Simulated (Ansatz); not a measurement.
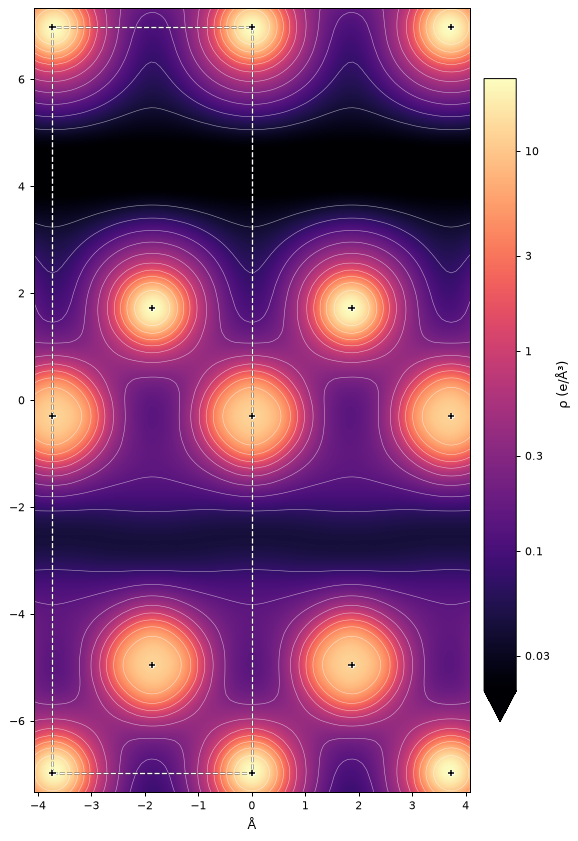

The valence pseudo-density on a plane through atoms (crosses mark nuclei in the plane).

Computed with DFT PBE, scalar-relativistic, plane waves, PAW (Ansatz 0.2.0).

Candidates:
A. Ti (cell with a defect), a = 9.21 Å, b = 9.21 Å, c = 9.21 Å, α = 60.00°, β = 60.00°, γ = 60.00°. Computed without spin polarisation.
B. Sb₃Pt, a = 8.06 Å, b = 8.06 Å, c = 3.73 Å, α = 90.00°, β = 90.00°, γ = 120.00°. Space group P6₃/mmc; started from the Ni3Sn (D0_19)_194 prototype, which need not be the ambient phase.
C. Ni, a = 2.48 Å, b = 2.48 Å, c = 8.16 Å, α = 90.00°, β = 90.00°, γ = 120.00°. Space group P6₃/mmc; a structure from a database of computed crystals, not necessarily the ambient phase; spin-polarised.

Which candidate gave the map?

Answer. Candidate B: Sb₃Pt on the (110) plane of the conventional cell, which holds Sb and Pt. Sb–Pt (2.75 Å): ρ at the midpoint is about 0.41 e/Å³.
